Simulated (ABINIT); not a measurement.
## Positron calculation of Cs (part 2 of 2)

The same run, continued: Cs (Im-3m, 1 atom in the cell); Kohn-Sham DFT of a periodic cell, LDA, JTH PAW LDA v2.0, no spin polarisation (ABINIT 10.8.3); cutoff 544.23 eV, 4×4×4 k-mesh, fermi-dirac of 0.2 eV. The structure derives from a Materials Project entry.

Geometry of the input (Å; fractional positions):
```
-2.8568  2.8568  2.8568
2.8568  -2.8568  2.8568
2.8568  2.8568  -2.8568
Cs 0.0000  0.0000  0.0000
```

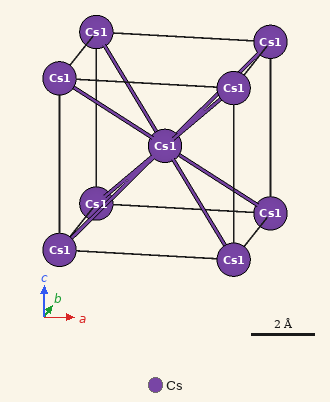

Fig. 1: The structure as given in the input (ball-and-stick view of the cell 2 times as large as that of the calculation, set on its symmetry axes, seen slightly off an axis; atoms are numbered from 1 in the order of the input).

Log, continued:
```
 ----iterations are completed or convergence reached----

 Mean square residual over all n,k,spin=   36.282E-10; max=  17.716E-08
 reduced coordinates (array xred) for    1 atoms
       0.000000000000      0.000000000000      0.000000000000
 rms dE/dt=  0.0000E+00; max dE/dt=  0.0000E+00; dE/dt below (all hartree)
    1       0.000000000000      0.000000000000      0.000000000000

 cartesian coordinates (angstrom) at end:
    1      0.00000000000000     0.00000000000000     0.00000000000000

 cartesian forces (hartree/bohr) at end:
    1     -0.00000000000000    -0.00000000000000    -0.00000000000000
 frms,max,avg= 0.0000000E+00 0.0000000E+00   0.000E+00  0.000E+00  0.000E+00 h/b

 cartesian forces (eV/Angstrom) at end:
    1     -0.00000000000000    -0.00000000000000    -0.00000000000000
 frms,max,avg= 0.0000000E+00 0.0000000E+00   0.000E+00  0.000E+00  0.000E+00 e/A
 length scales=  1.000000000000  1.000000000000  1.000000000000 bohr
              =  0.529177210544  0.529177210544  0.529177210544 angstroms
 Fermi (or HOMO) energy (hartree) =   0.02378   Average Vxc (hartree)=  -0.23103
 Eigenvalues (hartree) for nkpt=   8  k points:
 kpt#   1, nband=  9, wtk=  0.01563, kpt=  0.0000  0.0000  0.0000 (reduced coord)
  -0.84988   -0.35761   -0.35761   -0.35761   -0.04530    0.11871    0.11871    0.11871
   0.15802
      occupation numbers for kpt#   1
   2.00000    2.00000    2.00000    2.00000    1.99983    0.00000    0.00000    0.00000
   0.00000
 prteigrs : prtvol=0 or 1, do not print more k-points.

--- !EnergyTerms
iteration_state     : {dtset: 1, }
comment             : Components of total free energy in Hartree
kinetic             :  5.29356721428302E+00
hartree             :  4.47064957224738E+00
xc                  : -1.22189444753287E+01
Ewald energy        : -1.36508855473110E+01
psp_core            :  7.65403826885028E-01
local_psp           : -1.29445366434789E+01
PAW spherical_terms :  7.70737626116874E+00
internal            : -2.05773697915345E+01
'-kT*entropy'       : -6.30919273639675E-03
total_energy        : -2.05836789842709E+01
total_energy_eV     : -5.60110439204277E+02
...

--- !EnergyTermsDC
iteration_state     : {dtset: 1, }
comment             : '"Double-counting" decomposition of free energy'
band_energy         : -3.86451043764412E+00
Ewald energy        : -1.36508855473110E+01
psp_core            :  7.65403826885028E-01
xc_dc               : -1.15926970724373E+01
PAW spherical_terms :  7.76531804810711E+00
internal            : -2.05773711824004E+01
'-kT*entropy'       : -6.30919273639675E-03
total_energy_dc     : -2.05836803751368E+01
total_energy_dc_eV  : -5.60110477051665E+02
...

--- !EnergyTermsWithPAWCore
iteration_state     : {dtset: 1, }
comment             : 'Components of total free energy, including PAW core contributions'
Total energy        : -7.78087029003353E+03
Total energy DC     : -7.78087029142440E+03
Total energy (eV)   : -2.11728266791981E+05
Total energy DC (eV): -2.11728266829828E+05
...

 Cartesian components of stress tensor (hartree/bohr^3)
  sigma(1 1)= -2.04903084E-06  sigma(3 2)=  0.00000000E+00
  sigma(2 2)= -2.04903084E-06  sigma(3 1)=  0.00000000E+00
  sigma(3 3)= -2.04903084E-06  sigma(2 1)=  0.00000000E+00

-Cartesian components of stress tensor (GPa)         [Pressure=  6.0285E-02 GPa]
- sigma(1 1)= -6.02845687E-02  sigma(3 2)=  0.00000000E+00
- sigma(2 2)= -6.02845687E-02  sigma(3 1)=  0.00000000E+00
- sigma(3 3)= -6.02845687E-02  sigma(2 1)=  0.00000000E+00

================================================================================
== DATASET  2 ==================================================================

--- !DatasetInfo
iteration_state: {dtset: 2, }
dimensions: {natom: 1, nkpt: 1, mband: 1, nsppol: 1, nspinor: 1, nspden: 1, mpw: 1366, }
cutoff_energies: {ecut:  20.0, pawecutdg:  40.0, }
electrons: {nelect:   1.00000000E+00, charge:   0.00000000E+00, occopt:   2.00000000E+00, tsmear:   1.00000000E-02, }
meta: {optdriver: 0, ionmov: 0, optcell: 0, iscf: 17, paral_kgb: 0, }
...

 mkfilename : getden/=0, take file _DEN from output of DATASET   1.

 Exchange-correlation functional for the present dataset will be:
  LDA: Perdew-Wang 92 LSD fit to Ceperley-Alder data - ixc=7
  J.P.Perdew and Y.Wang, PRB 45, 13244 (1992)

 Real(R)+Recip(G) space primitive vectors, cartesian coordinates (Bohr,Bohr^-1):
 R(1)= -5.3985126  5.3985126  5.3985126  G(1)=  0.0000000  0.0926181  0.0926181
 R(2)=  5.3985126 -5.3985126  5.3985126  G(2)=  0.0926181  0.0000000  0.0926181
 R(3)=  5.3985126  5.3985126 -5.3985126  G(3)=  0.0926181  0.0926181  0.0000000
 Unit cell volume ucvol=  6.2933567E+02 bohr^3
 Angles (23,13,12)=  1.09471221E+02  1.09471221E+02  1.09471221E+02 degrees

 Coarse grid specifications (used for wave-functions):

 getcut: wavevector=  0.0000  0.0000  0.0000  ngfft=  40  40  40
         ecut(hartree)=     20.000   => boxcut(ratio)=   2.12626

 Fine grid specifications (used for densities):

 getcut: wavevector=  0.0000  0.0000  0.0000  ngfft=  54  54  54
         ecut(hartree)=     40.000   => boxcut(ratio)=   2.02845

--- Pseudopotential description ------------------------------------------------
- pspini: atom type   1  psp file is ./Cs.LDA_PW-JTH.xml
 Pseudopotential format is: paw10
 basis_size (lnmax)=  6 (lmn_size= 18), orbitals=   0   0   1   1   2   2
 Spheres core radius: rc_sph= 2.20660278
 Shapefunction is SIN type: shapef(r)=[sin(pi*r/rshp)/(pi*r/rshp)]**2
 Radius for shape functions =  2.00394208
 Compensation charge density is not taken into account in XC energy/potential

--------------------------------------------------------------------------------

================================================================================

--- !BeginCycle
iteration_state: {dtset: 2, }
solver: {iscf: 17, nstep: 80, nline: 4, wfoptalg: 10, }
tolerances: {toldfe: 1.00E-09, }
...

     iter   Etot(hartree)      deltaE(h)  residm     nres2
 ETOT  1  -20.526849750709    -2.053E+01 8.472E-01 1.065E-01
 ETOT  2  -20.875688488020    -3.488E-01 5.283E-02 4.747E-02
 ETOT  3  -20.876081237132    -3.927E-04 9.141E-04 2.641E-02
 ETOT  4  -20.876086734492    -5.497E-06 2.073E-07 8.375E-04
 ETOT  5  -20.876086785754    -5.126E-08 2.064E-07 3.523E-04
 ETOT  6  -20.876086786153    -3.994E-10 4.992E-11 4.992E-05
 ETOT  7  -20.876086786188    -3.518E-11 4.808E-11 1.632E-06

 At SCF step    7, etot is converged :
  for the second time, diff in etot=  3.518E-11 < toldfe=  1.000E-09

--- !ResultsGS
iteration_state: {dtset: 2, }
comment   : Summary of ground state results
lattice_vectors:
- [ -5.3985126,   5.3985126,   5.3985126, ]
- [  5.3985126,  -5.3985126,   5.3985126, ]
- [  5.3985126,   5.3985126,  -5.3985126, ]
lattice_lengths: [   9.35050,    9.35050,    9.35050, ]
lattice_angles: [109.471, 109.471, 109.471, ] # degrees, (23, 13, 12)
lattice_volume:   6.2933567E+02
convergence: {deltae: -3.518E-11, res2:  1.632E-06, residm:  4.808E-11, diffor:  0.000E+00, }
etotal    :  -2.08760868E+01
entropy   :   0.00000000E+00
fermie    :  -2.92406411E-01
cartesian_stress_tensor: null
pressure_GPa: null
xred      :
- [  0.0000E+00,   0.0000E+00,   0.0000E+00, Cs]
cartesian_forces: null
force_length_stats: {min: null, max: null, mean: null, }
...

 Integrated electronic density in atomic spheres:
 ------------------------------------------------
 Atom  Sphere_radius  Integrated_density
    1        2.20660          0.00616454

--------------------------------------------------------------------------------
 Results for electron-positron annihilation:

 # Zero-positron density limit of Arponen and Pajanne fitted by Sterne & Kaiser
   Ref.: P.A. Sterne and J.H. Kaiser, Phys. Rev. B 43, 13892 (1991)
 # Enhancement factor of Sterne & Kaiser
   Ref.: P.A. Sterne and J.H. Kaiser, Phys. Rev. B 43, 13892 (1991)

 Positron lifetime                         (ps)   =  3.70197319E+02
 Positron lifetime with IPM for core elec. (ps)   =  3.70866460E+02
 Annihilation rate                         (ns-1) =  2.70126213E+00
 Annihilation rate with IPM for core elec. (ns-1) =  2.69638834E+00

 Annihilation rate core/valence decomposition:
   Core    contribution to ann.rate          (ns-1) =  2.64863144E-02
   Valence contribution to ann.rate          (ns-1) =  2.67477582E+00
   Core    contribution to ann.rate with IPM (ns-1) =  1.94167447E-02
   Valence contribution to ann.rate with IPM (ns-1) =  2.67697160E+00

 Annihilation rate PAW decomposition:
   Plane-wave contribution to ann.rate          (ns-1) =  2.72561660E+00
   Plane-wave valence contribution to ann.rate  (ns-1) =  2.67746345E+00
   On-site core contribution to ann.rate        (ns-1) = -2.16668419E-02
   On-site valence contribution to ann.rate     (ns-1) = -2.68762860E-03
   Plane-wave contribution to ann.rate with IPM (ns-1) =  2.71082122E+00
   Plane-wave core contrb. to ann.rate with IPM (ns-1) =  2.95070412E-02

      (*) IPM=Independent particle Model

================================================================================

 ----iterations are completed or convergence reached----

 Mean square residual over all n,k,spin=   48.078E-12; max=  48.078E-12
 reduced coordinates (array xred) for    1 atoms
       0.000000000000      0.000000000000      0.000000000000
 rms dE/dt=  0.0000E+00; max dE/dt=  0.0000E+00; dE/dt below (all hartree)
    1       0.000000000000      0.000000000000      0.000000000000

 cartesian coordinates (angstrom) at end:
    1      0.00000000000000     0.00000000000000     0.00000000000000
 length scales=  1.000000000000  1.000000000000  1.000000000000 bohr
              =  0.529177210544  0.529177210544  0.529177210544 angstroms
 Fermi (or HOMO) energy (hartree) =  -0.29241   Average Vxc (hartree)=  -0.26983
 Eigenvalues (hartree) for nkpt=   1  k points:
 kpt#   1, nband=  1, wtk=  1.00000, kpt=  0.0000  0.0000  0.0000 (reduced coord)
  -0.29241

--- !EnergyTerms
iteration_state     : {dtset: 2, }
comment             : Components of total free energy in Hartree
kinetic             :  2.57392443548748E-02
local_psp           : -2.54087035349309E-01
PAW spherical_terms : -1.06234933388583E-04
positronic          : -2.28454025927820E-01
electronic          : -2.05836803751368E+01
electron_positron_interaction: -6.39883039184188E-02
total_energy        : -2.08761227049830E+01
total_energy_eV     : -5.68068238243786E+02
...

--- !EnergyTermsDC
iteration_state     : {dtset: 2, }
comment             : '"Double-counting" decomposition of free energy'
band_energy         : -2.92406411040960E-01
PAW spherical_terms :  0.00000000000000E+00
electron_positron_dc:  6.39883039080272E-02
positronic          : -2.28418107132930E-01
electronic          : -2.05836803751368E+01
electron_positron_interaction: -6.39883039184188E-02
total_energy_dc     : -2.08760867861881E+01
total_energy_dc_eV  : -5.68067260843585E+02
...

== END DATASET(S) ==============================================================
================================================================================

 -outvars: echo values of variables after computation  --------
            acell      1.0000000000E+00  1.0000000000E+00  1.0000000000E+00 Bohr
           etotal1    -2.0583680375E+01
           etotal2    -2.0876086786E+01
            fcart1    -0.0000000000E+00 -0.0000000000E+00 -0.0000000000E+00
            fcart2     9.9999999999E+99  9.9999999999E+99  9.9999999999E+99
            rprim     -5.3985125798E+00  5.3985125798E+00  5.3985125798E+00
                       5.3985125798E+00 -5.3985125798E+00  5.3985125798E+00
                       5.3985125798E+00  5.3985125798E+00 -5.3985125798E+00
           strten1    -2.0490308438E-06 -2.0490308438E-06 -2.0490308438E-06
                       0.0000000000E+00  0.0000000000E+00  0.0000000000E+00
           strten2     9.9999999999E+99  9.9999999999E+99  9.9999999999E+99
                       9.9999999999E+99  9.9999999999E+99  9.9999999999E+99
 Calculation completed.
```
